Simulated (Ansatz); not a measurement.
Here is a crystal structure:

```cif
data_structure
_symmetry_space_group_name_H-M 'P 6/m m m'
_symmetry_Int_Tables_number 191
_cell_length_a 2.6481
_cell_length_b 2.6481
_cell_length_c 2.4873
_cell_angle_alpha 90.000
_cell_angle_beta 90.000
_cell_angle_gamma 120.000
_cell_volume 15.11
loop_
_atom_site_label
_atom_site_type_symbol
_atom_site_symmetry_multiplicity
_atom_site_Wyckoff_symbol
_atom_site_fract_x
_atom_site_fract_y
_atom_site_fract_z
_atom_site_occupancy
Si1 Si 1 a 0.00000 0.00000 0.00000 1
```

> Before looking at a picture, describe the arrangement of atoms.

The element is silicon. Its lattice is primitive hexagonal, its space group P6/mmm (No. 191). Type of structure: simple hexagonal. The cell holds one atom. Si bonds to two Si in a linear arrangement at 2.49 Å. The bonds build Si chains along [001].

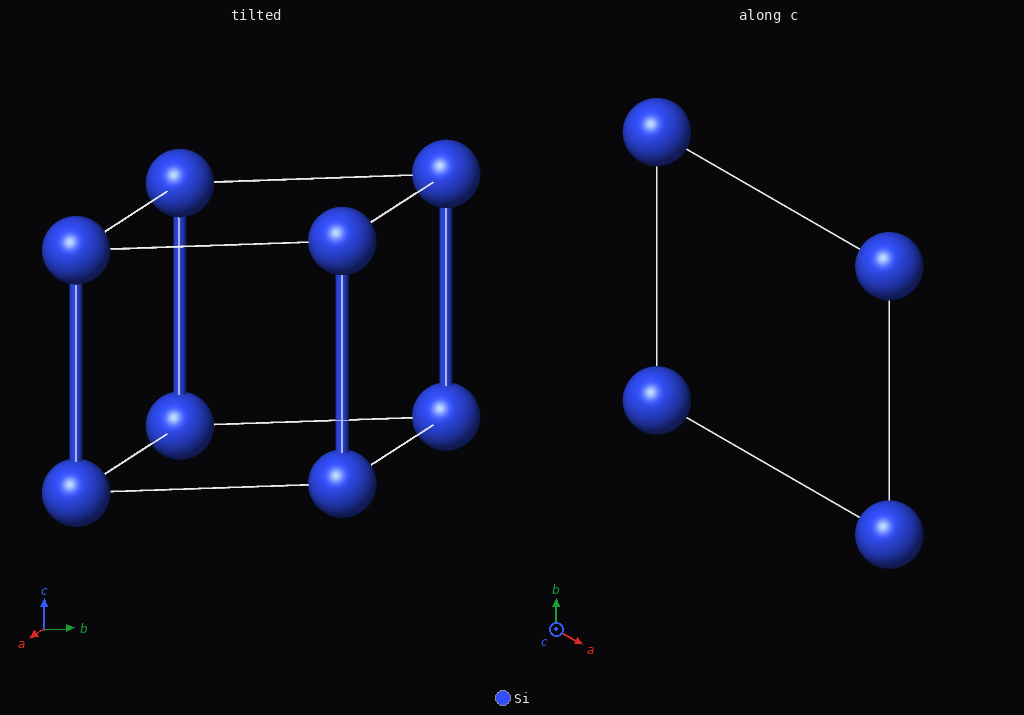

The figure gives a ball-and-stick picture of the atoms, viewed slightly off an axis and along the c axis. The frame is the conventional unit cell; atoms at its boundary are shown with their periodic copies. Colours: silicon blue.

Starting structure: a textbook structure type filled with this element (whether it is the usual form wasn't checked). The geometry was optimised with DFT PBE, scalar-relativistic, plane waves, PAW (Ansatz 0.2.0).
